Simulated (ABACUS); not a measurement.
## Run report: SiC, band-structure run (part 1 of 2)

System: SiC (F-43m, 2 atoms in the cell).
Method: Kohn-Sham DFT of a periodic cell, TM, SG15 ONCV 1.2 PBE, no spin polarisation (ABACUS 3.10.1).

The structure derives from an entry of the Crystallography Open Database.

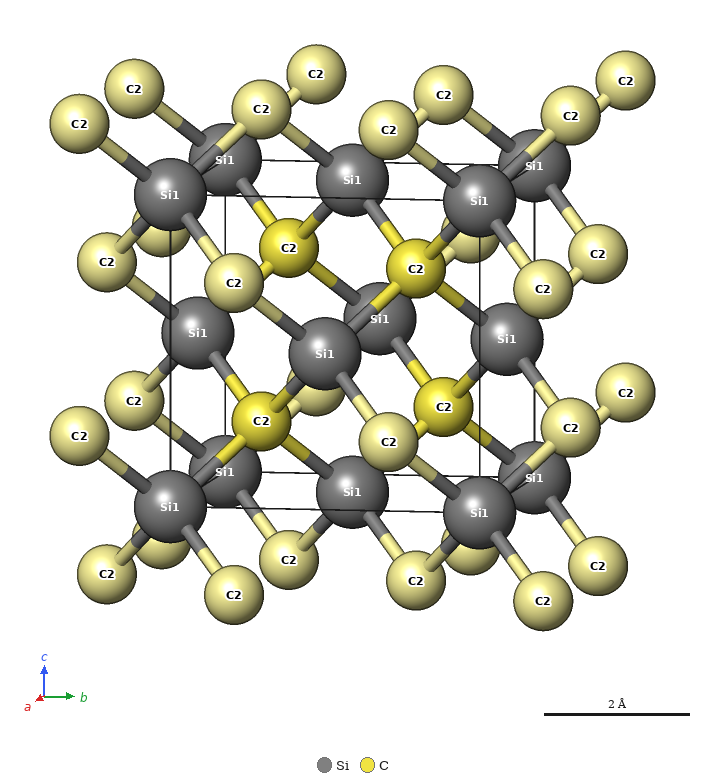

Fig. 1: The structure as given in the input (ball-and-stick view of the cell 4 times as large as that of the calculation, set on its symmetry axes, seen slightly off an axis; neighbours outside the cell are drawn fainter; atoms are numbered from 1 in the order of the input).

## Results in brief

| quantity | value |
| --- | --- |
| outcome | converged |
| space group (tolerance 0.01 Å) | F-43m (216) |
| electrons treated | 8 |
| free energy | −262.2667 eV |
| Fermi energy of the self-consistent step | 10.142 eV |
| gap on the k-point mesh | 1.42 eV |
| pressure | 0.60 GPa |
| largest force (length of the vector) | under 0.001 eV/Å |
| hardware | 4 threads of Intel Xeon (Sapphire Rapids), 16 GiB of memory available, shared host |
| wall time | 8.5 s (CPU time 33 s) |
| peak memory | 0.32 GiB |

## Input
```
INPUT_PARAMETERS
suffix              SiC
calculation         scf
basis_type          pw
pseudo_dir          ./
latname             fcc
symmetry            1
dft_functional      MGGA_X_TM+MGGA_C_TM
ecutwfc             95
pseudo_rcut         10
nspin               1
nbands              14
ks_solver           dav
smearing_method     fd
smearing_sigma      0.00367493
scf_thr             1e-08
scf_nmax            100
mixing_type         broyden
mixing_beta         0.7
cal_force           1
cal_stress          1
mixing_tau          1
out_chg             1
kpar                4
```

## File STRU
```
ATOMIC_SPECIES
Si 28.0850 Si_ONCV_PBE-1.2.upf
C 12.0110 C_ONCV_PBE-1.2.upf

LATTICE_CONSTANT
8.2354264511

ATOMIC_POSITIONS
Direct

Si
0.0
1
0.0000000000 0.0000000000 0.0000000000 1 1 1

C
0.0
1
0.2500000000 0.2500000000 0.2500000000 1 1 1
```

## File KPT
```
K_POINTS
0
Gamma
6 6 6 0 0 0
```

Run as:
```bash
OMP_NUM_THREADS=1 mpirun -np 4 abacus > log
```

## What the program printed
```
ABACUS v3.10.1

               Atomic-orbital Based Ab-initio Computation at UStc

 ------------------------------------------------------------------------------------

 READING GENERAL INFORMATION
                           global_out_dir = OUT.SiC/
                           global_in_card = INPUT
                               pseudo_dir = ./
                              orbital_dir =
                                    DSIZE = 4
                                    GSIZE = 1

 READING UNITCELL INFORMATION
                                    ntype = 2
                  lattice constant (Bohr) = 8.23543
              lattice constant (Angstrom) = 4.358

 READING ATOM TYPE 1
                               atom label = Si
                      L=0, number of zeta = 1
                      L=1, number of zeta = 1
                      L=2, number of zeta = 1
             number of atom for this type = 1

 READING ATOM TYPE 2
                               atom label = C
                      L=0, number of zeta = 1
                      L=1, number of zeta = 1
                      L=2, number of zeta = 1
             number of atom for this type = 1

                        TOTAL ATOM NUMBER = 2
DIRECT COORDINATES
    atom                   x                   y                   z     mag                  vx                  vy                  vz
taud_Si1            0.0000000000        0.0000000000        0.0000000000  0.0000        0.0000000000        0.0000000000        0.0000000000
taud_C1            0.2500000000        0.2500000000        0.2500000000  0.0000        0.0000000000        0.0000000000        0.0000000000

                          Volume (Bohr^3) = 139.636
                             Volume (A^3) = 20.6919

 Lattice vectors: (Cartesian coordinate: in unit of a_0)
                 -0.5                  +0                +0.5
                   +0                +0.5                +0.5
                 -0.5                +0.5                  +0
 Reciprocal vectors: (Cartesian coordinate: in unit of 2 pi/a_0)
                   -1                  -1                  +1
                   +1                  +1                  +1
                   -1                  +1                  -1
 The esolver type has been set to : ksdft_pw

                PAO radial cut off (Bohr) = 10

 Read in pseudopotential file is Si_ONCV_PBE-1.2.upf
                     pseudopotential type = NC
          exchange-correlation functional = PBE
                 nonlocal core correction = 0
                        valence electrons = 4
                                     lmax = 1
                           number of zeta = 0
                     number of projectors = 4
                           L of projector = 0
                           L of projector = 0
                           L of projector = 1
                           L of projector = 1
 XC functional updated to : MGGA_X_TM+MGGA_C_TM
          exchange-correlation functional = MGGA_X_TM+MGGA_C_TM
                PAO radial cut off (Bohr) = 10

 Read in pseudopotential file is C_ONCV_PBE-1.2.upf
                     pseudopotential type = NC
          exchange-correlation functional = PBE
                 nonlocal core correction = 0
                        valence electrons = 4
                                     lmax = 1
                           number of zeta = 0
                     number of projectors = 4
                           L of projector = 0
                           L of projector = 0
                           L of projector = 1
                           L of projector = 1
 XC functional updated to : MGGA_X_TM+MGGA_C_TM
          exchange-correlation functional = MGGA_X_TM+MGGA_C_TM
     initial pseudo atomic orbital number = 0

 SETUP THE ELECTRONS NUMBER
            electron number of element Si = 4
      total electron number of element Si = 4
             electron number of element C = 4
       total electron number of element C = 4
            AUTOSET number of electrons:  = 8
                           occupied bands = 4
                                   NBANDS = 14
                                   NLOCAL = 18

 SETUP THE PLANE WAVE BASIS
 energy cutoff for charge/potential (unit:Ry) = 380
            fft grid for charge/potential = [ 40, 40, 40 ]
                        fft grid division = [ 1, 1, 1 ]
        big fft grid for charge/potential = [ 40, 40, 40 ]
                                     nbxx = 64000
                                     nrxx = 64000

 SETUP PLANE WAVES FOR CHARGE/POTENTIAL
                    number of plane waves = 17477
                         number of sticks = 889

 PARALLEL PW FOR CHARGE/POTENTIAL
     PROC   COLUMNS(POT)             PW
        1            889          17477
 --------------- sum -------------------
        1            889          17477
                            number of |g| = 220
                                  max |g| = 652
                                  min |g| = 0

----------- Double Check Mixing Parameters Begin ------------
mixing_type: broyden
mixing_beta: 0.7
mixing_gg0: 1
mixing_gg0_min: 0.1
mixing_ndim: 8
----------- Double Check Mixing Parameters End ------------

 LATTICE VECTORS: (CARTESIAN COORDINATE: IN UNIT OF A0)
                 -0.5                  +0                +0.5
                   +0                +0.5                +0.5
                 -0.5                +0.5                  +0
                       right hand lattice = 1
                                   NORM_A = 0.707107
                                   NORM_B = 0.707107
                                   NORM_C = 0.707107
                           ALPHA (DEGREE) = 60
                           BETA  (DEGREE) = 60
                           GAMMA (DEGREE) = 60

 The lattice vectors have been changed (STRU_SIMPLE.cif)

(for optimal symmetric configuration:)
                             BRAVAIS TYPE = 3
                     BRAVAIS LATTICE NAME = 03. Cubic F (face-centered)
                                    ibrav = 3
                                    IBRAV = 3
                                  BRAVAIS = FACE CENTERED CUBIC
                       LATTICE CONSTANT A = 1
Original cell was already a primitive cell.
                        ROTATION MATRICES = 48
              PURE POINT GROUP OPERATIONS = 24
                   SPACE GROUP OPERATIONS = 24
                                       C2 = 3
                                       C3 = 8
                                       C4 = 0
                                       C6 = 0
                                       S1 = 6
                                       S3 = 0
                                       S4 = 6
                                       S6 = 0
                              POINT GROUP = T_d
                                       C2 = 3
                                       C3 = 8
                                       C4 = 0
                                       C6 = 0
                                       S1 = 6
                                       S3 = 0
                                       S4 = 6
                                       S6 = 0
               POINT GROUP IN SPACE GROUP = T_d

 SETUP K-POINTS
                                    nspin = 1
                   Input type of k points = Monkhorst-Pack(Gamma)
                                   nkstot = 216
                       right hand lattice = 1
(for reciprocal lattice: )
                             BRAVAIS TYPE = 2
                     BRAVAIS LATTICE NAME = 02. Cubic I (body-centered)
                                    ibrav = 2
                       right hand lattice = 1
(for k-lattice: )
                             BRAVAIS TYPE = 2
                     BRAVAIS LATTICE NAME = 02. Cubic I (body-centered)
                                    ibrav = 2
                       right hand lattice = 1
                        ROTATION MATRICES = 48
                               nkstot_ibz = 16
K-POINTS REDUCTION ACCORDING TO SYMMETRY
     IBZ    DIRECT_X    DIRECT_Y    DIRECT_Z  WEIGHT  ibz2bz
       1  0.00000000  0.00000000  0.00000000  0.0046       0
       2  0.16666667  0.16666667  0.16666667  0.0370       1
       3  0.33333333  0.33333333  0.33333333  0.0370       2
       4  0.50000000  0.50000000  0.50000000  0.0185       3
       5  0.16666667  0.16666667  0.00000000  0.0278       7
       6  0.33333333  0.33333333  0.16666667  0.1111       8
       7  0.50000000  0.50000000  0.33333333  0.1111       9
       8  0.50000000  0.33333333  0.33333333  0.1111      10
       9  0.33333333  0.16666667  0.16666667  0.0556      11
      10  0.33333333  0.33333333  0.00000000  0.0278      14
      11  0.50000000  0.50000000  0.16666667  0.1111      15
      12 -0.33333333  0.33333333  0.33333333  0.0556      16
      13  0.50000000  0.50000000  0.00000000  0.0139      21
      14  0.50000000  0.33333333  0.16666667  0.1111      51
      15  0.50000000  0.33333333 -0.33333333  0.1111      52
      16  0.50000000  0.33333333 -0.16666667  0.0556      58

                               nkstot now = 16
[... K-POINTS DIRECT COORDINATES: 16 rows ...]

           k-point number in this process = 4
       minimum distributed K point number = 4
[... stars of the k points ...]

[... K-POINTS CARTESIAN COORDINATES: 4 rows ...]

[... K-POINTS DIRECT COORDINATES: 4 rows ...]

 SETUP PLANE WAVES FOR WAVE FUNCTIONS
     energy cutoff for wavefunc (unit:Ry) = 95
              fft grid for wave functions = [ 40, 40, 40 ]
                    number of plane waves = 2685
                         number of sticks = 253

 PARALLEL PW FOR WAVE FUNCTIONS
     PROC   COLUMNS(POT)             PW
        1            253           2685
 --------------- sum -------------------
        1            253           2685
```
